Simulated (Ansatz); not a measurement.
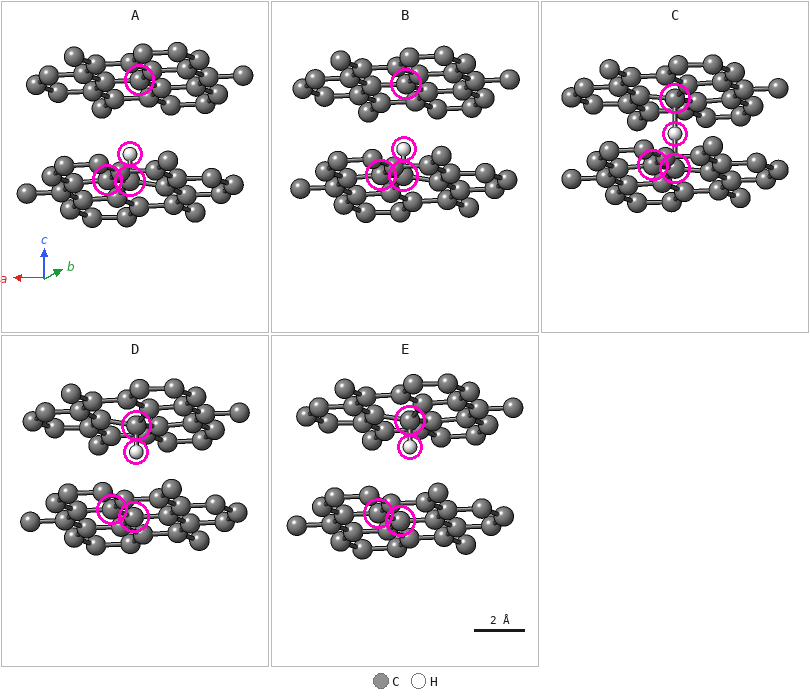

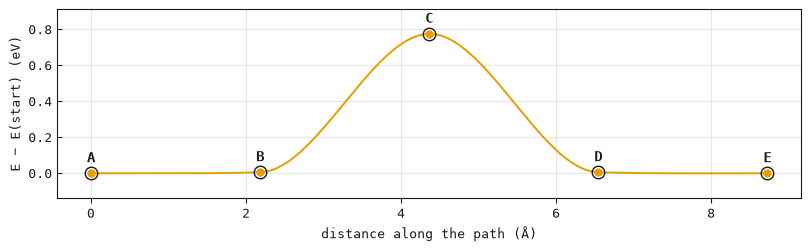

A search for the minimum-energy path of a defect cell of composition HC28 (29 atoms in the cell) by the nudged elastic band. Images are numbered from 0 (start) to 4 (end). Frames A to E are images 0, 1, 2, 3, 4. Style: ball-and-stick. Shown: the atoms within 5.1 Å of the middle of the path, from a free direction. The atoms that move most are ringed. Bonds to atoms that aren't drawn are left out.

These are results of DFT PBE, scalar-relativistic, plane waves, PAW in Ansatz 0.2.0, not measurements. Set-up: plane-wave cutoff 420 eV; k-point mesh 4 × 4 × 3; Gaussian smearing 0.1 eV; 3 movable images; climbing image.

What happens along the path, and what is the barrier?

Answer. The H atom travels furthest, 1.81 Å from end to end, roughly along [0 1 1], on a path that bends up to 0.25 Å away from the straight line. At the highest image its nearest neighbour (C) is 1.49 Å away, against 1.13 Å at the start, and the surrounding atoms stand up to 0.74 Å off the mean of their end positions. Breaking: C–H (1.13 → 3.05 Å). Forming: C–H (3.05 → 1.13 Å). The barrier is about 0.78 eV in both directions, with image 2 at the top; the ends have the same energy. The band converged in 9 iterations. The largest component of the band force went from 1.1 to 0.035 eV/Å. The climbing image converged on the top of the path. Its curvatures weren't checked.

Limits of the set-up: the periodic images lie only 6.5 Å apart, so the values are limited by the cell's size.
